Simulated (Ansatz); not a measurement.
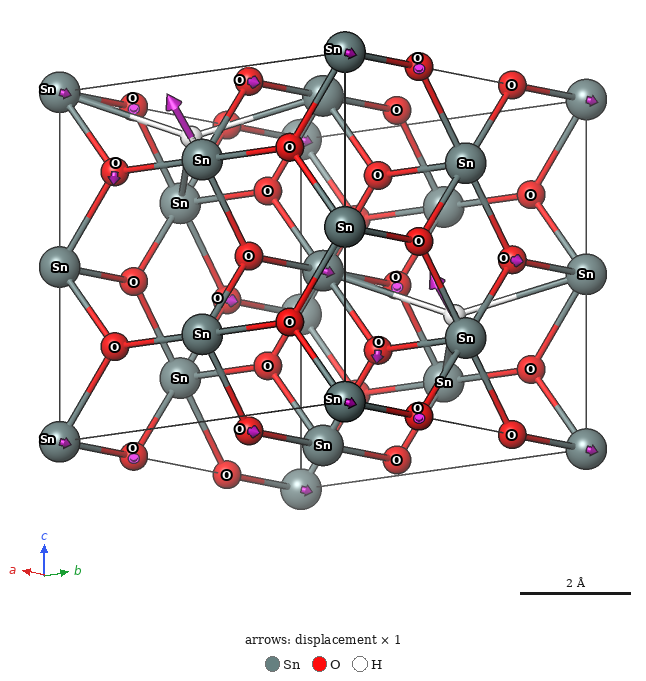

A relaxation of a defect cell of composition Sn4HO8 (cell charge −1). The starting structure is drawn; purple arrows show the displacements, at their true length.

The picture is a ball-and-stick view of the larger cell on standard axes (2 times the calculation's cell), seen from a free direction.

Case: H interstitial, charge -1, atoms relaxed. The atoms of the start lie slightly off their symmetric places, so part of the fall in energy undoes that.

Level of theory: Ansatz 0.2.0, DFT PBE, scalar-relativistic, plane waves, PAW.

The input:
```yaml
crystal:
  lattice:
    - [0.0, 4.8271903452, -3.2381522545]
    - [0.0, -4.8271903452, -3.2381522545]
    - [-4.8271903452, 0.0, 3.2381522545]
  atoms:
    - { symbol: Sn, position: [0.25, 0.75, 0.5] }
    - { symbol: Sn, position: [0.75, 0.25, 0.5] }
    - { symbol: Sn, position: [0.0, 0.0, 0.0] }
    - { symbol: Sn, position: [0.5, 0.5, 0.0] }
    - { symbol: O, position: [0.5565765234, 0.75, 0.8065765234] }
    - { symbol: O, position: [0.0565765234, 0.25, 0.8065765234] }
    - { symbol: O, position: [0.9434234766, 0.75, 0.1934234766] }
    - { symbol: O, position: [0.4434234766, 0.25, 0.1934234766] }
    - { symbol: O, position: [0.5, 0.1934234766, 0.6934234766] }
    - { symbol: O, position: [0.0, 0.6934234766, 0.6934234766] }
    - { symbol: O, position: [0.5, 0.8065765234, 0.3065765234] }
    - { symbol: O, position: [0.0, 0.3065765234, 0.3065765234] }
    - { symbol: H, position: [0.1278295346, 0.6283918509, 0.0024493322] }
total_charge: -1
basis:
  ecutwfc: 420
  xc_grid: 2
kpoints:
  mp_grid: { grid: [3, 3, 3], shift: [0.0, 0.0, 0.0] }
hamiltonian:
  xc: pbe
scf:
  occupations: { method: gaussian, width: 0.02 }
output:
  forces: true
  stress: false
  eigenvalues: true
  write_density: true
  write_potential: true
  elf: true
  volumetric_format: npy
relax:
  adjacent_minimum: "off"
  f_tol: 0.02
  max_steps: 60
```

Command:
```bash
ansatz run input.yaml --threads 4 --pin off --max-ram 10240MiB --backend cpu --events-out ev --progress --plain --runs-dir out
```

Q: Which element moves most?

A: Hydrogen: up to 0.99 Å, against 0.26 Å for oxygen.

Q: What happened in the run?

A: The energy falls by 1.004 eV per cell of the calculation in 15 accepted moves (16 points after the start). The largest force component goes from 0.45 to 0.01 eV/Å. 1 step only repeated the SCF at the same geometry. H13 moves most: 0.99 Å along [1 0 1]. By element the largest moves are H 0.99 Å, O 0.26 Å, Sn 0.23 Å. The cell stays as it was. Near-neighbour distances that change, for instance: Sn2–H13 2.561 → 3.431 Å, Sn3–H13 2.539 → 1.749 Å, Sn4–H13 2.544 → 2.917 Å, Sn3–O5 2.089 → 2.192 Å. Among the angles between lasting bonds that change: O8–Sn2–O11 90.0° → 104.9°, O5–Sn3–O8 180.0° → 165.3°, O7–Sn3–O8 101.6° → 116.0°. Cost: 110 s on 4 threads of Arm Neoverse V1 (shared host), peak memory 0.59 GiB.

Limits of the set-up: the periodic images lie only 5.8 Å apart, so the values are limited by the cell's size; the cell is charged, on a uniform background, and energies carry no finite-size correction.
